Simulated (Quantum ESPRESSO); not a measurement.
## CaO (Lime): modes at Γ and the response to a field

Aim: the zone-centre modes of CaO (Lime).

Main program and level: Quantum ESPRESSO 7.5; DFT LDA, scalar-relativistic, plane waves, JTH PAW pseudopotentials.

## 1. The structure

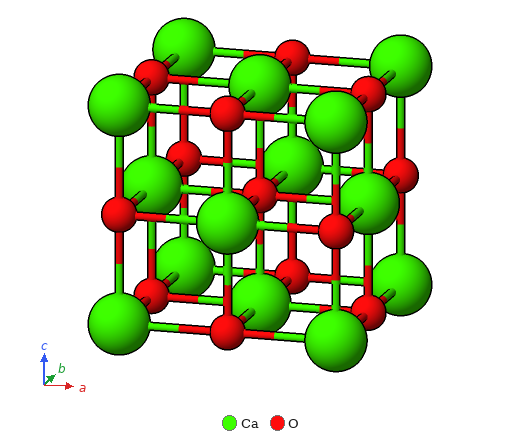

Start, viewed slightly off an axis; calcium green, oxygen red. This picture shows the conventional cell, with its axes. Some periodic images of atoms are drawn too.

## 2. A probe with smearing

A cheap run with smearing and empty bands tells whether the crystal has a gap, which decides between fixed occupations and smearing later on.

The input, probe.in:

```
&control
   calculation = 'scf'
   prefix = 'x'
   outdir = './tmp'
   pseudo_dir = './pseudo'
   tprnfor = .true.
   tstress = .true.
   verbosity = 'high'
/
&system
   ibrav = 2
   celldm(1) = 9.09525184
   nat = 2
   ntyp = 2
   ecutwfc = 60.0
   ecutrho = 480.0
   occupations = 'smearing'
   smearing = 'gaussian'
   degauss = 0.01
/
&electrons
   conv_thr = 1.0d-07
   mixing_beta = 0.7
   electron_maxstep = 100
/
ATOMIC_SPECIES
 Ca     40.0780  Ca.upf
 O      15.9990  O.upf
ATOMIC_POSITIONS crystal
 Ca     0.000000000   0.000000000   0.000000000
 O      0.500000000   0.500000000   0.500000000
K_POINTS automatic
 6 6 6 0 0 0
```

Started as:

```console
$ OMP_NUM_THREADS=1 mpirun -n 4 pw.x -nk 4 -in probe.in > probe.out
```

The program printed:

```text
[banners, grids, parts of the stress and lines that vanish by symmetry left out]
Program PWSCF v.7.5
     file Ca.upf: wavefunction(s)  4S 3P 0P 3D 0D renormalized
     file O.upf: wavefunction(s)  0S 2P 0P renormalized
[...]
kinetic-energy cutoff     =      60.0000  Ry
     charge density cutoff     =     480.0000  Ry
     scf convergence threshold =      1.0E-07
[...]
Exchange-correlation= SLA PW NOGX NOGC
                           (   1   4   0   0   0   0   0)
[...]
48 Sym. Ops., with inversion, found
[...]
(     0          1          0      )
                  (     0          0          1      )
[...]
(  0.0000000  1.0000000  0.0000000 )
                  (  0.0000000  0.0000000  1.0000000 )
[...]
(     1          0         -1      )
                  (     0          0         -1      )
[...]
(  0.0000000 -1.0000000  0.0000000 )
[...]
(     0          1         -1      )
                  (     0          1          0      )
[...]
( -1.0000000  0.0000000  0.0000000 )
                  (  0.0000000  1.0000000  0.0000000 )
[...]
number of k points=    16  Gaussian smearing, width (Ry)=  0.0100
[...]
End of self-consistent calculation
[...]
the Fermi energy is     9.0137 ev
!    total energy              =    -171.23813772 Ry
[...]
convergence has been achieved in   9 iterations
[...]
atom    1 type  1   force =     0.00000000    0.00000000    0.00000000
     atom    2 type  2   force =     0.00000000    0.00000000    0.00000000
[...]
Total force =     0.000000     Total SCF correction =     0.000000
[...]
total   stress  (Ry/bohr**3)                   (kbar)     P=      -77.57
[...]
XML data file, charge density, pseudopotentials, collected wavefunctions

   JOB DONE.
```

It took 3 s on 4 MPI ranks of Arm Neoverse V1, shared host; 12 s of CPU time.

Numbers from this step:

- volume per atom: 13.94 Å³
- pressure: -7.757 GPa
- gap on the k-mesh: 3.481 eV

A gap of 3.5 eV opens on this mesh, so the crystal is taken as an insulator; the start stands at -7.8 GPa.

## 3. Relaxing the cell and atoms

The relaxation runs at a cutoff a fifth above that of the response, since stress converges more slowly with the basis than frequencies do. Forces and stress are brought to rest with tight thresholds.

The input, relax.in:

```
&control
   calculation = 'vc-relax'
   prefix = 'x'
   outdir = './tmp'
   pseudo_dir = './pseudo'
   tprnfor = .true.
   tstress = .true.
   forc_conv_thr = 2.0d-05
   etot_conv_thr = 1.0d-07
   nstep = 40
/
&system
   ibrav = 2
   celldm(1) = 9.09525184
   nat = 2
   ntyp = 2
   ecutwfc = 72
   ecutrho = 576.0
   occupations = 'fixed'
   nbnd = 10
/
&electrons
   conv_thr = 1.0d-11
   mixing_beta = 0.7
   electron_maxstep = 100
/
&ions
/
&cell
   press_conv_thr = 0.2
/
ATOMIC_SPECIES
 Ca     40.0780  Ca.upf
 O      15.9990  O.upf
ATOMIC_POSITIONS crystal
 Ca     0.000000000   0.000000000   0.000000000
 O      0.500000000   0.500000000   0.500000000
K_POINTS automatic
 8 8 8 0 0 0
```

Started as:

```console
$ OMP_NUM_THREADS=1 mpirun -n 4 pw.x -nk 4 -in relax.in > relax.out
```

The program printed:

```text
[banners, grids, parts of the stress and lines that vanish by symmetry left out]
[banner, memory and clock lines left out]
Program PWSCF v.7.5

[...]
kinetic-energy cutoff     =      72.0000  Ry
     charge density cutoff     =     576.0000  Ry
     scf convergence threshold =      1.0E-11
[...]
energy convergence thresh.=      1.0E-07
     force convergence thresh. =      2.0E-05
     press convergence thresh. =      2.0E-01
     Exchange-correlation= SLA PW NOGX NOGC
                           (   1   4   0   0   0   0   0)
[...]
48 Sym. Ops., with inversion, found
[...]
number of k points=    29
[...]
End of self-consistent calculation
[...]
highest occupied, lowest unoccupied level (ev):     7.2704   10.7523
!    total energy              =    -171.23885956 Ry
[...]
convergence has been achieved in  19 iterations
[...]
atom    1 type  1   force =     0.00000000    0.00000000    0.00000000
     atom    2 type  2   force =     0.00000000    0.00000000    0.00000000
     Total force =     0.000000     Total SCF correction =     0.000000
[...]
total   stress  (Ry/bohr**3)                   (kbar)     P=      -74.50
[...]
number of bfgs steps    =   0
[...]
CELL_PARAMETERS (alat=  9.09525184)
[...]
ATOMIC_POSITIONS (crystal)
Ca              -0.0000000000        0.0000000000       -0.0000000000
O                0.5000000000        0.5000000000        0.5000000000
[...]
New effective cutoffs (rho, wfc):  589.42   73.83
[...]
End of self-consistent calculation
[...]
highest occupied, lowest unoccupied level (ev):     7.7008   11.1628
!    total energy              =    -171.24150634 Ry
[...]
convergence has been achieved in  14 iterations
[...]
atom    1 type  1   force =    -0.00000000    0.00000000    0.00000000
     atom    2 type  2   force =    -0.00000000   -0.00000000    0.00000000
     Total force =     0.000000     Total SCF correction =     0.000000
[...]
total   stress  (Ry/bohr**3)                   (kbar)     P=      -34.46
[...]
number of bfgs steps    =   1
[...]
CELL_PARAMETERS (alat=  9.09525184)
[...]
ATOMIC_POSITIONS (crystal)
Ca               0.0000000000        0.0000000000        0.0000000000
O                0.5000000000        0.5000000000        0.5000000000
[...]
New effective cutoffs (rho, wfc):  602.03   75.41
[...]
End of self-consistent calculation
[...]
highest occupied, lowest unoccupied level (ev):     8.0724   11.5121
!    total energy              =    -171.24210513 Ry
[...]
convergence has been achieved in  14 iterations
[...]
atom    1 type  1   force =    -0.00000000   -0.00000000    0.00000000
     atom    2 type  2   force =     0.00000000    0.00000000   -0.00000000
     Total force =     0.000000     Total SCF correction =     0.000000
[...]
total   stress  (Ry/bohr**3)                   (kbar)     P=        4.46
[...]
number of bfgs steps    =   2
[...]
CELL_PARAMETERS (alat=  9.09525184)
[...]
ATOMIC_POSITIONS (crystal)
[...]
New effective cutoffs (rho, wfc):  600.59   75.23
[...]
End of self-consistent calculation
[...]
highest occupied, lowest unoccupied level (ev):     8.0298   11.4723
!    total energy              =    -171.24211418 Ry
[...]
convergence has been achieved in  11 iterations
[...]
atom    1 type  1   force =     0.00000000   -0.00000000   -0.00000000
     atom    2 type  2   force =    -0.00000000   -0.00000000    0.00000000
     Total force =     0.000000     Total SCF correction =     0.000000
[...]
total   stress  (Ry/bohr**3)                   (kbar)     P=       -0.22
[...]
number of bfgs steps    =   3
[...]
CELL_PARAMETERS (alat=  9.09525184)
[...]
ATOMIC_POSITIONS (crystal)
[...]
New effective cutoffs (rho, wfc):  600.66   75.24
[...]
End of self-consistent calculation
[...]
highest occupied, lowest unoccupied level (ev):     8.0318   11.4741
!    total energy              =    -171.24211420 Ry
[...]
convergence has been achieved in   8 iterations
[...]
atom    1 type  1   force =     0.00000000    0.00000000   -0.00000000
     atom    2 type  2   force =     0.00000000    0.00000000   -0.00000000
     Total force =     0.000000     Total SCF correction =     0.000000
[...]
total   stress  (Ry/bohr**3)                   (kbar)     P=       -0.00
[...]
bfgs converged in   5 scf cycles and   4 bfgs steps
[...]
End of BFGS Geometry Optimization
     Final enthalpy           =    -171.2421142024 Ry
     File ./tmp/x.bfgs deleted, as requested
[...]
CELL_PARAMETERS (alat=  9.09525184)
[...]
ATOMIC_POSITIONS (crystal)
Ca               0.0000000000        0.0000000000       -0.0000000000
O                0.5000000000        0.5000000000        0.5000000000
[...]
Final scf calculation at the relaxed structure.
[...]
kinetic-energy cutoff     =      72.0000  Ry
     charge density cutoff     =     576.0000  Ry
     scf convergence threshold =      1.0E-13
[...]
press convergence thresh. =      2.0E-01
     Exchange-correlation= SLA PW NOGX NOGC
                           (   1   4   0   0   0   0   0)
[...]
48 Sym. Ops., with inversion, found
[...]
number of k points=    29
[...]
End of self-consistent calculation
[...]
highest occupied, lowest unoccupied level (ev):     8.0318   11.4742
!    total energy              =    -171.24207451 Ry
[...]
convergence has been achieved in  26 iterations
[...]
atom    1 type  1   force =     0.00000000    0.00000000    0.00000000
     atom    2 type  2   force =    -0.00000000   -0.00000000   -0.00000000
     Total force =     0.000000     Total SCF correction =     0.000000
[...]
total   stress  (Ry/bohr**3)                   (kbar)     P=       -0.38
[...]
XML data file, charge density, pseudopotentials, collected wavefunctions
```

Elapsed: 39 s, on 4 MPI ranks.

Relaxation path:

| step | energy less that of the first step (eV) | largest force (eV/Å) | pressure (GPa) | volume (Å³) |
| --- | --- | --- | --- | --- |
| 1 | 0.0000 | 0.0000 | -7.45 | 27.87 |
| 2 | -0.0360 | 0.0000 | -3.45 | 26.83 |
| 3 | -0.0442 | 0.0000 | 0.45 | 25.99 |
| 4 | -0.0443 | 0.0000 | -0.02 | 26.08 |
| 5 | -0.0443 | 0.0000 | 0.00 | 26.08 |
| 6 | -0.0437 | 0.0000 | -0.04 | 26.08 |

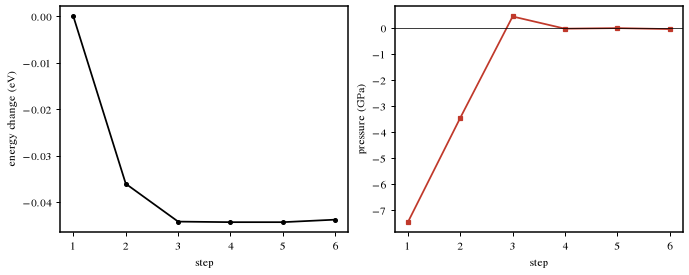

Energy and pressure along the relaxation.

| conventional cell, symmetrised | before | after | change |
| --- | --- | --- | --- |
| a (Å) | 4.813 | 4.707 | -2.2 % |
| b (Å) | 4.813 | 4.707 | -2.2 % |
| c (Å) | 4.813 | 4.707 | -2.2 % |
| volume (Å³/atom) | 13.94 | 13.04 | -6.4 % |

The relaxed structure:

```xyz
2
Lattice="-2.3537 0.0000 2.3537 0.0000 2.3537 2.3537 -2.3537 2.3537 0.0000" Properties=species:S:1:pos:R:3 pbc="T T T"
Ca    0.0000    0.0000    0.0000
O    -2.3537    2.3537    2.3537
```

The last row of the table of steps is pw.x's closing run on a basis chosen anew for the final cell, so its energy can jump.

This step gave:

```yaml
volume_per_atom: 13.04 Å³
pressure: -0.038 GPa
gap_on_the_k_mesh: 3.442 eV
```

The volume changes by -6.4 % from the cell with which this run began.

## 4. Self-consistent run for the response

The response is built on this ground state, so it is converged far tighter than an energy would need. With a gap, occupations are fixed, which also allows the response to an electric field.

The input, scf.in:

```
&control
   calculation = 'scf'
   prefix = 'x'
   outdir = './tmp'
   pseudo_dir = './pseudo'
   tprnfor = .true.
   tstress = .true.
/
&system
   ibrav = 2
   celldm(1) = 8.89566003
   nat = 2
   ntyp = 2
   ecutwfc = 60.0
   ecutrho = 480.0
   occupations = 'fixed'
   nbnd = 10
/
&electrons
   conv_thr = 1.0d-12
   mixing_beta = 0.7
   electron_maxstep = 100
/
ATOMIC_SPECIES
 Ca     40.0780  Ca.upf
 O      15.9990  O.upf
ATOMIC_POSITIONS crystal
 Ca     0.000000000   0.000000000   0.000000000
 O      0.500000000   0.500000000   0.500000000
K_POINTS automatic
 8 8 8 0 0 0
```

Started as:

```console
$ OMP_NUM_THREADS=1 mpirun -n 4 pw.x -nk 4 -in scf.in > scf.out
```

The program printed:

```text
[banners, grids, parts of the stress and lines that vanish by symmetry left out]
[banner, memory and clock lines left out]
Program PWSCF v.7.5

[...]
kinetic-energy cutoff     =      60.0000  Ry
     charge density cutoff     =     480.0000  Ry
     scf convergence threshold =      1.0E-12
[...]
Exchange-correlation= SLA PW NOGX NOGC
                           (   1   4   0   0   0   0   0)
[...]
48 Sym. Ops., with inversion, found
[...]
number of k points=    29
[...]
End of self-consistent calculation
[...]
highest occupied, lowest unoccupied level (ev):     8.0319   11.4743
!    total energy              =    -171.24135140 Ry
[...]
convergence has been achieved in  17 iterations
[...]
atom    1 type  1   force =     0.00000000    0.00000000    0.00000000
     atom    2 type  2   force =     0.00000000    0.00000000    0.00000000
     Total force =     0.000000     Total SCF correction =     0.000000
[...]
total   stress  (Ry/bohr**3)                   (kbar)     P=       -3.49
[...]
XML data file, charge density, pseudopotentials, collected wavefunctions
```

Elapsed: 5.2 s, on 4 MPI ranks.

Numbers from this step:

```yaml
pressure: -0.3490 GPa
```

The cell stands at -0.35 GPa, close enough for stiff modes, while soft ones can move.

(Part 1 of 4 ends here.)

[Host names and launcher messages were left out of these logs when they were recorded.]

[Logs are printed without paths, hosts, clocks, repeated set-up lines and the standing remarks that a program may print on its own settings, such as how far it seeks lower states.]

[Hosts, paths, dates, database ids (printed as entryN), source tags and the programs' standing remarks are cut or masked in the printed files.]
